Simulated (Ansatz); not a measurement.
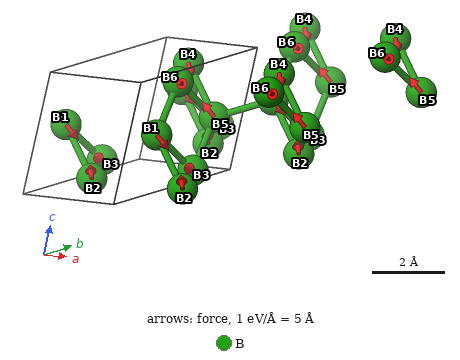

Starting geometry of crystalline B (a generated structure, set up in R-3m) with the computed forces as red arrows. A ball-and-stick model of the cell of the calculation, repeated 2 × 2 × 1 with one cell outlined, seen from a free direction.

Computed with DFT PBE, scalar-relativistic, plane waves, PAW in Ansatz.

The input:
```yaml
crystal:
  lattice:
    - [2.1808189781, 1.2590964241, 2.7002270048]
    - [-2.1808189781, 1.2590964241, 2.7002270048]
    - [0.0, -2.5181928481, 2.7002270048]
  atoms:
    - { symbol: B, position: [0.1361819929, 0.1361819929, 0.5427941663] }
    - { symbol: B, position: [0.5427941663, 0.1361819929, 0.1361819929] }
    - { symbol: B, position: [0.1361819929, 0.5427941663, 0.1361819929] }
    - { symbol: B, position: [0.4572058337, 0.8638180071, 0.8638180071] }
    - { symbol: B, position: [0.8638180071, 0.8638180071, 0.4572058337] }
    - { symbol: B, position: [0.8638180071, 0.4572058337, 0.8638180071] }
basis:
  ecutwfc: 420
kpoints:
  mp_grid: { grid: [12, 12, 12] }
hamiltonian:
  xc: pbe
scf:
  occupations: { method: gaussian, width: 0.1 }
output:
  forces: true
  stress: true
  eigenvalues: true
relax:
  adjacent_minimum: "off"
  f_tol: 0.01
  max_steps: 80
  cell: { stress_tol: 0.05 }
```

Launched with:
```bash
ansatz run input.yaml --threads 1 --pin off --max-ram 2560MiB --backend cpu --events-out ev --progress --plain --runs-dir out
```

Q: Is this structure relaxed? If not, where do the atoms go?

A: It isn't relaxed: the largest force vector, on B atoms, is 0.11 eV/Å. The atoms end up moving mostly along the starting forces (cosine between the two patterns 0.86). After 8 accepted moves (11 points after the start) the energy has fallen by 75.0 meV per cell of the calculation. The largest force component goes from 0.11 to 0.0005 eV/Å. The pressure goes from 0.57 to 0.01 GPa. The line search rejected the trial step at point 3 of the run. At 2 points the geometry stayed and the basis and grid were re-selected for the new cell (energy shift of 5.5 meV per cell of the calculation at most each time). The largest moves relative to the cell, 0.077 Å, are those of B1, B2, B3, B4, B5 and B6. B5 goes along [−3 −3 2]. The volume changes by +0.3 %, with a = b = c 3.692 → 3.620 Å (−2.0 %), α 72.4° → 77.8°, β 72.4° → 77.8°, γ 72.4° → 77.8°. Some distances before and after: B1–B2 1.773 → 1.739 Å, B1–B4 1.797 → 1.823 Å, B1–B5 1.766 → 1.770 Å. Among the angles between lasting bonds that change: B4–B1–B5 115.1° → 105.9°, B4–B1–B6 92.1° → 100.8°, B2–B1–B6 136.1° → 140.4°. The space group stays R-3m (No. 166).
